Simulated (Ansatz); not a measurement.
# Single-point calculation of Ir

Ir (slab, 3 atoms in the cell), computed with DFT PBE, scalar-relativistic, plane waves, PAW, PAW set soft_1, no spin polarisation (Ansatz 0.2.0).

The structure derives from an entry of the Crystallography Open Database.

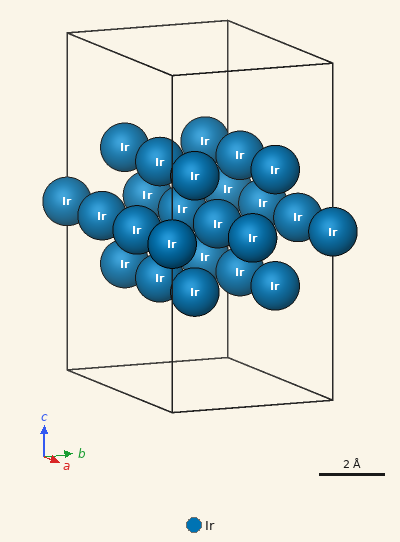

**Figure 1.** The input geometry (spheres-only view of the 3 × 2 repeat of the cell, with the vacuum cut short, seen slightly off an axis).

**Input**
```yaml
crystal:
  lattice:
    - [2.7367600872, 0.0, 0.0]
    - [0.0, 2.7367600872, 0.0]
    - [0.0, 0.0, 19.1883372239]
  atoms:
    - { symbol: Ir, position: [0.5, 0.5, 0.2084599595] }
    - { symbol: Ir, position: [0.0, 0.0, 0.3045662586] }
    - { symbol: Ir, position: [0.5, 0.5, 0.4006776165] }
basis:
  ecutwfc: 420
kpoints:
  mp_grid: { grid: [10, 10, 1] }
hamiltonian:
  xc: pbe
  pseudopotentials: { kind: paw, azcp: { folder: soft_1 } }
scf:
  occupations: { method: gaussian, width: 0.1 }
output:
  forces: true
  eigenvalues: true
  write_density: true
  write_potential: true
  elf: true
  volumetric_format: npy
efield:
  axis: 3
  dipole_correction: true
  ramp_width: 0.04
```

Machine: 1 thread of AMD EPYC (Zen 5), 32 GiB of memory available, shared host.

Run as:
```bash
ansatz run input.yaml --threads 1 --pin off --max-ram 3072MiB --backend cpu --events-out ev --progress --plain --runs-dir out
```

**What the program printed**
```
Engine: ansatz 0.2.0, x86_64-unknown-linux-gnu
Pseudopotentials: kind: paw
Pseudopotential: Ir, paw, valence charge 17, recommended cutoff 420 eV (normal), [file]
Functional definition: PBE
  parameter kappa = 0.804
  parameter beta = 0.06672455060314922
  exchange = pbe_x(kappa = kappa, mu = beta*pi^2/3)
  correlation = pbe_c(beta = beta)
Crystal: 3 atoms, lattice volume = 143.718 Å³
Basis set: ecut = 420 eV, 2853 PW (Γ), exchange–correlation on 40×40×270 points (8 copies of the dense FFT grid, shifted against one another)
Bands: 31, of which v1, the nominal top of the filled ones, is band 26 counted from 1 (25 counted from 0)
Symmetry: 8 space group operations
Space group: P4mm (ITA 99), of the structure as read, at distance tolerance 5.2e-5 Å
k-points: 21 of 100
Non-local potential: Ir, projectors of the file, l = 0: 3, l = 1: 2, l = 2: 2, l = 3: 1
PAW form: soft (Blöchl's): semilocal exchange-correlation on the pseudo side does not see the compensation charge
PAW one-centre angular grid: Ir, 590 points (default); XC on 64 Gauss nodes
Initial density: superposition of atomic densities (neutral atoms: chi_scale 0, normalization atom)
Initial wavefunctions: pseudopotential atomic-orbital guess
Functional: x = pbe(κ = 0.804, μ = 0.2195149727645171), c = pbe(β = 0.06672455060314922)
SCF iter   1: F=—  HF=-35808.330067 eV  |F-HF|=—  |Δ(HF+E_count)|=         —  Δρ=2.65e-2  dr2=1.99e0  ethr=3.10e-3  p=0.000 e·Å  D=2.22e-7 V/Å  ΔV_dip=-0.00 eV  dr2_dipole=1.13e-7  V_vac-E_F(+/−)=6.56/6.56 eV  ⟨swp⟩=8.1  Hψ=3208  notcnv=0
efield: sawtooth ramp at fractional position 0.7846 (placed from the atoms, in the widest stretch of the axis that holds none; the zero of the levels goes with the place), width 0.0400; the density the first Hamiltonian is built on has a dipole p = 0.000 e·Å; the dipole correction subtracts the counter field D = 2.22e-7 V/Å, which shifts the + side's vacuum level by -0.00 eV against the − side's; the planar-averaged density in the ramp window peaks in size at 3.2e-7 e/Å³
preconditioner: auto → LDOS  [metal: Δε(μ)=0.047 eV  Ē_g=6.198 eV  σ=0.100 eV  W_gap=0.26  n_scr=14 (ndim 8)  ℏωp=16.1 eV  f_vac=0.610  D(μ)=2.95/eV (n_scr^D=10)  β→1.0]
SCF iter   2: F=—  HF=-35808.496294 eV  |F-HF|=—  |Δ(HF+E_count)|=   1.66e-1  Δρ=2.99e-2  dr2=2.68e0  ethr=3.10e-3  p=-0.000 e·Å  D=-4.72e-5 V/Å  ΔV_dip=0.00 eV  dr2_dipole=1.32e-5  V_vac-E_F(+/−)=5.32/5.32 eV  ⟨swp⟩=3.1  Hψ=1780  notcnv=0  defer=14
SCF iter   3: F=—  HF=-35807.860435 eV  |F-HF|=—  |Δ(HF+E_count)|=   6.36e-1  Δρ=4.79e-3  dr2=3.01e-2  ethr=3.10e-3  p=-0.000 e·Å  D=-3.72e-5 V/Å  ΔV_dip=0.00 eV  dr2_dipole=4.19e-10  V_vac-E_F(+/−)=5.69/5.69 eV  ⟨swp⟩=2.1  Hψ=1128  notcnv=0  defer=15
SCF iter   4: F=—  HF=-35807.851338 eV  |F-HF|=—  |Δ(HF+E_count)|=   9.10e-3  Δρ=1.10e-3  dr2=2.67e-3  ethr=5.89e-5  p=-0.000 e·Å  D=-3.63e-5 V/Å  ΔV_dip=0.00 eV  dr2_dipole=1.14e-7  V_vac-E_F(+/−)=5.50/5.50 eV  ⟨swp⟩=3.1  Hψ=1614  notcnv=0  defer=14
SCF iter   5: F=—  HF=-35807.851218 eV  |F-HF|=—  |Δ(HF+E_count)|=   1.20e-4  Δρ=5.71e-4  dr2=8.30e-4  ethr=5.23e-6  p=0.000 e·Å  D=1.06e-5 V/Å  ΔV_dip=-0.00 eV  dr2_dipole=3.90e-8  V_vac-E_F(+/−)=5.42/5.42 eV  ⟨swp⟩=3.0  Hψ=1388  notcnv=0  defer=14
SCF iter   6: F=—  HF=-35807.851147 eV  |F-HF|=—  |Δ(HF+E_count)|=   7.17e-5  Δρ=1.55e-4  dr2=7.68e-5  ethr=1.63e-6  p=-0.000 e·Å  D=-2.34e-5 V/Å  ΔV_dip=0.00 eV  dr2_dipole=3.13e-7  V_vac-E_F(+/−)=5.38/5.38 eV  ⟨swp⟩=2.5  Hψ=888  notcnv=0  defer=14
SCF iter   7: F=—  HF=-35807.851156 eV  |F-HF|=—  |Δ(HF+E_count)|=   9.27e-6  Δρ=5.32e-5  dr2=6.43e-6  ethr=1.51e-7  p=0.000 e·Å  D=1.42e-5 V/Å  ΔV_dip=-0.00 eV  dr2_dipole=1.62e-7  V_vac-E_F(+/−)=5.37/5.37 eV  ⟨swp⟩=2.0  Hψ=883  notcnv=0  defer=14
SCF iter   8: F=—  HF=-35807.851158 eV  |F-HF|=—  |Δ(HF+E_count)|=   2.17e-6  Δρ=1.83e-5  dr2=1.17e-6  ethr=1.26e-8  p=-0.000 e·Å  D=-8.59e-6 V/Å  ΔV_dip=0.00 eV  dr2_dipole=7.85e-8  V_vac-E_F(+/−)=5.36/5.36 eV  ⟨swp⟩=2.3  Hψ=1025  notcnv=0  defer=14
SCF iter   9: F=—  HF=-35807.851159 eV  |F-HF|=—  |Δ(HF+E_count)|=   5.98e-7  Δρ=7.18e-6  dr2=1.98e-7  ethr=2.30e-9  p=0.000 e·Å  D=4.69e-6 V/Å  ΔV_dip=-0.00 eV  dr2_dipole=8.23e-9  V_vac-E_F(+/−)=5.36/5.36 eV  ⟨swp⟩=2.3  Hψ=972  notcnv=0  defer=14
SCF iter  10: F=-35807.851159 eV  HF=-35807.851159 eV  |F-HF|=1.33e-8  |Δ(HF+E_count)|=   3.85e-8  Δρ=2.20e-6  dr2=1.39e-8  ethr=1.96e-10  p=0.000 e·Å  D=1.32e-6 V/Å  ΔV_dip=-0.00 eV  dr2_dipole=2.00e-11  V_vac-E_F(+/−)=5.36/5.36 eV  ⟨swp⟩=17.2  Hψ=5492  notcnv=0
SCF 1 converged in 10 iterations: F = -35807.851159 eV  dr2 = 1.39e-8
  greatest PAW one-centre occupation: 1.000 electrons in one spin orbital (limit 2), on the Ir atom at site 1 (counted from 0), in its partial waves of l = 0
```

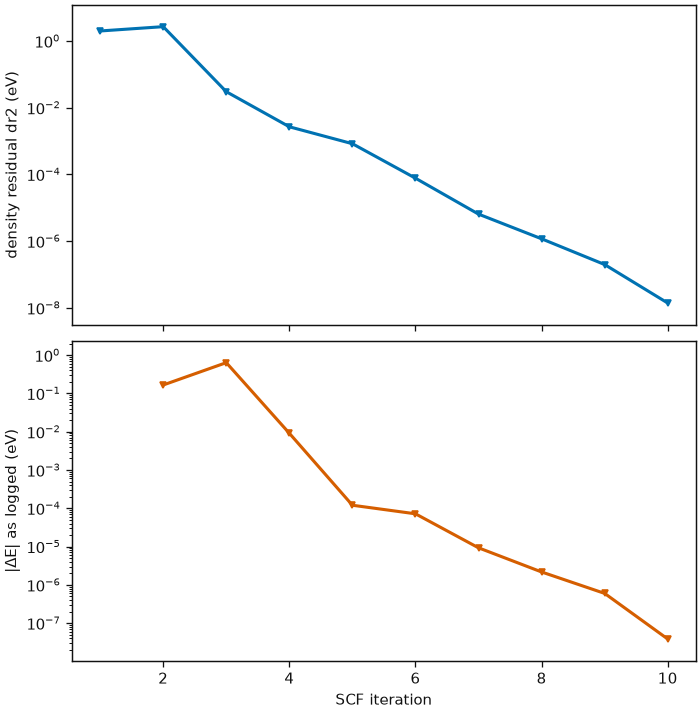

**Figure 2.** Convergence of the self-consistent field: density residual dr2 and size of the energy change against the SCF iteration. The residual falls almost steadily, with no more than small rises.

```
WARN: The output density's exchange-correlation potential varies sharply where the density is thin. Do not read a vacuum level from v_tot or v_xc, or from such a field of the output density. On a cell that repeats whose density bears no net charge and no dipole along the vacuum's axis use v_es (v_loc + v_h of the components); under efield.dipole_correction with no amplitude use v_es + v_field, which holds any external_charges[].barrier, or the levels of the report's work_function block, which leave it out; under a non-zero efield.amplitude the vacuum is tilted and has no level; on a cell that repeats and bears such a dipole with no correction it is tilted too, and efield.dipole_correction with no amplitude gives each side of its ramp a level where efield: is served; in a cell that repeats whose density bears a net charge (total_charge, or a fill off its count) it is curved and has none; of a slab under crystal.periodic whose density bears no net charge use v_es, which has a level on each side, short of where the two are joined; of another it falls or rises all the way out and has none; of a slab beside external_charges read slab_vacuum_level instead, which it has where they leave it neutral. The grid or the basis barely resolves most such structure, and the values can differ between equally converged runs; as a rule a tighter scf.convergence.dr2_threshold does not remove it. Where the density itself ripples (under the LDA too) a higher basis.ecutwfc lessens it. The files hold the spikes' plane waves up to the density's cutoff. Files: v_tot_of_output_density and the like, and their columns of v_z.tsv (output.write_potential); v_xc_of_output_density and the like, and their columns of v_comp_z.tsv (output.write_potential_components). Measured: with its Gaussian average of σ = 0.25 Å subtracted twice, the exchange-correlation potential is over 0.1 eV at 7 of the grid points where the equally averaged density (valence and model cores) is under 1e-3 e/Å³, and 0.173 eV at the most among them, at an averaged density of 1.1e-8 e/Å³. The input density's (outcome.potential() and, of a run that writes arrays, v_tot and v_xc) is over 0.1 eV, so measured, at 19 points of its own thin density, 0.302 eV at the most. See output.write_potential in the manual, Limitations
SCF converged after 10 iterations
Free energy (F): -35807.851159 eV
Harris-Foulkes:  -35807.851159 eV  (|F-HF|=1.33e-8)
Internal energy: -35807.831472 eV  (E = F + TS)
E sigma→0 (E₀):  -35807.841315 eV
Entropy (-TS):   -0.019687 eV (-6.562 meV/atom)
Fermi energy:    3.790963 eV
Dipole field:    D = -0.000006 V/Å  (p = -0.000005 e·Å, saw-weighted, corrected)
Work function:   Φ+ = 5.3628 eV   Φ− = 5.3627 eV
Levels:          The Fermi level and band energies are counted from a zero that moves with the ramp; work functions are not
--- Per-component energies (eV) ---
  E_band       = -1339.270857
  E_kinetic    = 1615.877910
  E_local      = -55408.263650  (includes V_loc(G=0)·N_el)
  E_nonlocal   = 570.912655
  E_hartree    = 26744.619539
  E_xc         = -686.873871
  E_vxc        = -764.698203  (∫ρ·V_xc dr)
  E_paw        = -27795.838473  (= ΣΔE_a)
  E_vpaw       = -842.350788  (= ΣTr[D̂ρ^β])
  E_aug_tail   = 0.001054  (compensation charges beyond the density's cutoff)
  E_efield     = 0.000000  (sawtooth field / dipole correction)
  E_vefield    = -0.000000  (∫n·V_field dr)
  E_ewald      = 19151.733365
  E_smearing   = -0.019687  (= −TS)
  E_closure    = 0.000000  (closes the sum)
  Σ components = -35807.851159   (vs F -35807.851159, Δ=0.00e0)
--- Forces (eV/Å), atoms counted from 1 ---
  atom   1  Ir     0.00000000     0.00000000    -0.00039264
  atom   2  Ir     0.00000000     0.00000000     0.00081733
  atom   3  Ir     0.00000000     0.00000000    -0.00042674
  max |Σ_I F_I| component: 2.05e-6 eV/Å
--- Band table (eV; the first three rows and the last of 21) ---
  k-point 0: bands = ["-89.1837", "-88.3339", "-88.3322", "-46.0644", "-45.8396", "-45.8396", "-45.1063", "-45.0077", "-44.9898", "-44.9898", "-44.9693", "-44.9693", "-5.9841", "-3.2501", "-3.1311", "-2.9356", "-1.1180", "0.0971", "0.6404", "0.6404", "1.5770", "2.6010", "2.8167", "2.8847", "2.8847", "3.4006", "4.2432", "4.8589", "4.8746", "4.8746", "5.6861"]
  k-point 1: bands = ["-89.1816", "-88.3320", "-88.3305", "-46.0592", "-45.8839", "-45.8347", "-45.0959", "-45.0393", "-45.0064", "-44.9936", "-44.9867", "-44.9681", "-5.7173", "-3.0535", "-2.9348", "-2.7258", "-1.0106", "0.2337", "0.4660", "0.6746", "1.7939", "2.1192", "2.2005", "2.6316", "3.2942", "3.7694", "3.8944", "4.2685", "4.6685", "5.0392", "6.9129"]
  k-point 2: bands = ["-89.1763", "-88.3271", "-88.3260", "-46.0479", "-45.9949", "-45.8218", "-45.1203", "-45.1133", "-45.0553", "-45.0090", "-44.9786", "-44.9652", "-5.0130", "-2.7090", "-2.6937", "-1.9850", "-0.4548", "0.3483", "0.5646", "0.7333", "1.4233", "1.4868", "1.7824", "2.8129", "3.0368", "3.2798", "3.3905", "4.4544", "5.1062", "5.3575", "8.3383"]
  k-point 20: bands = ["-89.1428", "-88.2949", "-88.2948", "-46.2076", "-46.2076", "-45.9020", "-45.3318", "-45.3318", "-45.2855", "-45.2855", "-45.0311", "-45.0240", "-3.3983", "-2.7034", "-2.5396", "-2.5396", "-1.3431", "0.1166", "0.1166", "2.9315", "3.6355", "3.6355", "4.0047", "4.3306", "5.0640", "5.8760", "5.8811", "7.5867", "7.5867", "12.0387", "12.0387"]
```

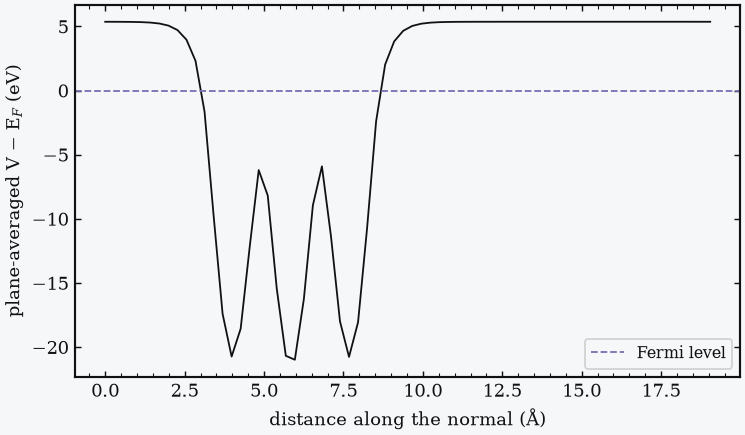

**Figure 3.** Plane average of the electrostatic potential energy of an electron across the cell, from the Fermi level. The vacuum level lies 5.36 eV above the Fermi level.

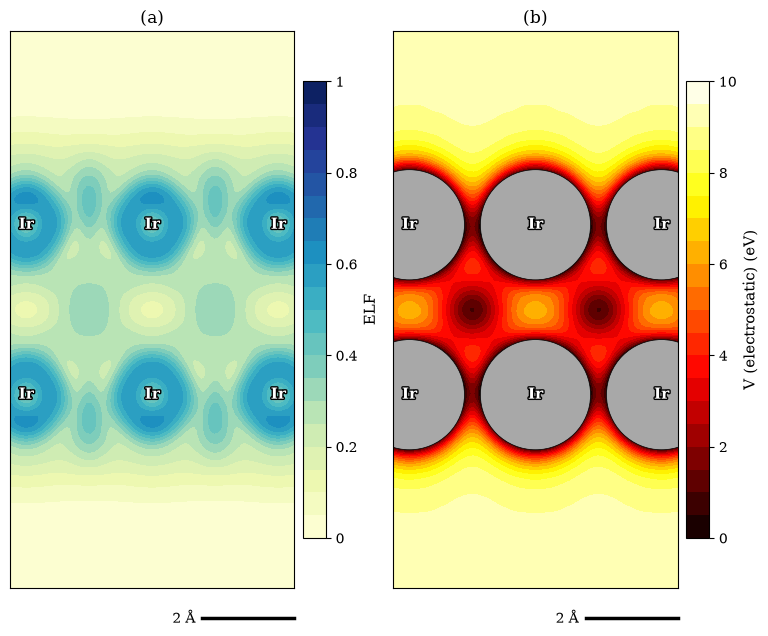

**Figure 4.** (a) ELF; (b) electrostatic potential energy of an electron on the (100) plane of the calculation cell, a cut from vacuum to vacuum. Grey discs, where drawn, cover atomic cores. Ir–Ir (2.74 Å): the ELF is about 0.35 at the midpoint (metallic bonding. The strong features right at Ir lie inside the PAW spheres (semicore, d or f shells) and say nothing about bonding. In a PAW calculation such maps are meaningful between the atoms, not at the nuclei.

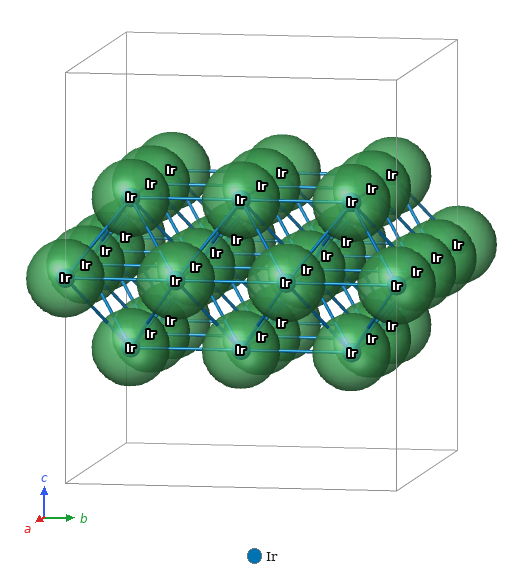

**Figure 5.** Isosurface of the valence pseudo-density at 1 e/Å³ (green), seen slightly off an axis. Sticks mark near contacts. At this value the density breaks into separate islands; it holds about 70 % of the electrons treated as valence (semicore included). It is pinched off along the Ir–Ir (2.67 Å) and Ir–Ir (2.74 Å) contacts. On the grid the lowest density along these lines, outside the cores, is 0.48 e/Å³ (Ir–Ir, 2.67 Å) and 0.43 e/Å³ (Ir–Ir, 2.74 Å).

**Results in brief**

- outcome: converged
- electrons treated: 51
- free energy: −35807.8512 eV
- work function, top face: 5.36 eV
- work function, bottom face: 5.36 eV
- Fermi energy: 3.791 eV
- gap on the k-point mesh: none (metallic)
- work function (upper face): 5.36 eV
- largest force (length of the vector): 0.001 eV/Å
- wall time: 3.5 s
- peak memory: 0.39 GiB

**Remarks**

The program warns: the exchange-correlation potential is rough where the density is thin. Spin–orbit coupling is left out, which matters for Ir.
